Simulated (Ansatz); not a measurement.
A structure file:

Space group P-3m1 (No. 164). a = 3.141 Å, b = 3.141 Å, c = 6.125 Å, α = 90.00°, β = 90.00°, γ = 120.00°
| atom | site | symmetry | x | y | z |
| --- | --- | --- | --- | --- | --- |
| Mo | 1a | -3m. | 0.0000 | 0.0000 | 0.0000 |
| S | 2d | 3m. | 0.3333 | 0.6667 | 0.7411 |

Question: What crystal do these data define?

Answer: The formula is MoS2. It is primitive hexagonal, space group P-3m1 (No. 164). This arrangement goes by the name cadmium iodide (CdI₂, 1T) type. In the cell are 1 Mo, 2 S, which makes 1 formula unit. Mo is linked to six S in a distorted octahedral arrangement at 2.41 Å. S is coordinated by three Mo in a trigonal pyramidal arrangement at 2.41 Å. Not all metal-metal contacts are counted. The bonds build MoS2 layers parallel to (001).

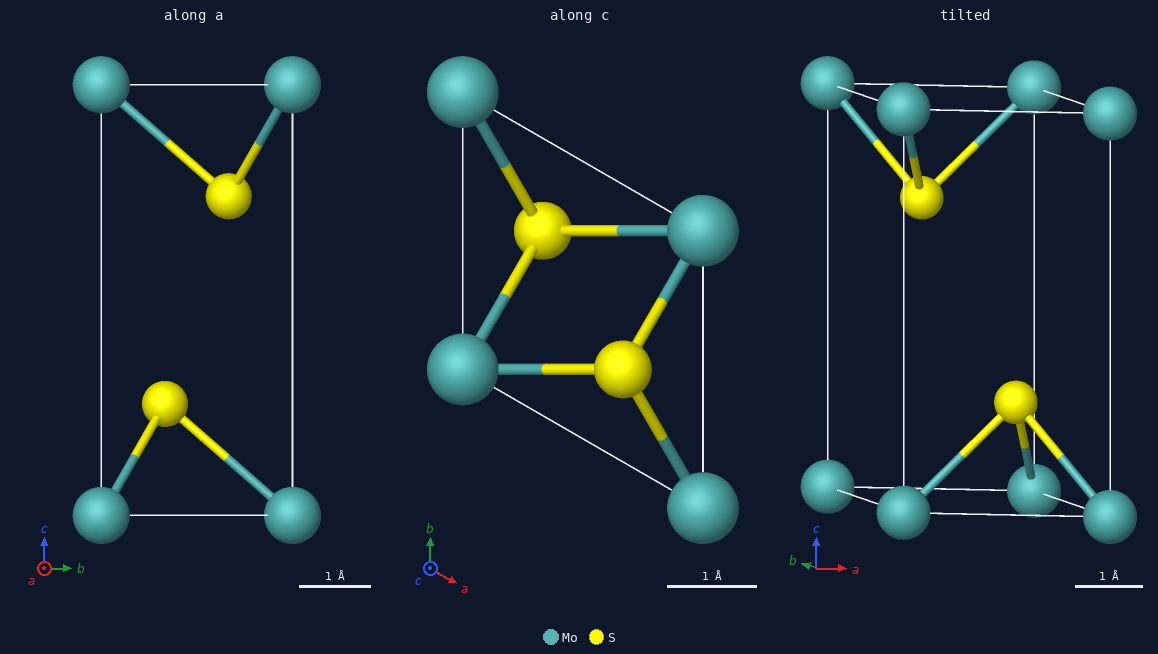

Crystal structure, ball-and-stick style, seen along the a axis, along the c axis and slightly off an axis. The outline marks the conventional unit cell. Colours: molybdenum teal, sulfur yellow.

Starting structure: a structure listed in the Materials Project. A relaxation with Ansatz 0.2.0, DFT PBEsol, scalar-relativistic, plane waves, PAW gave the geometry drawn.
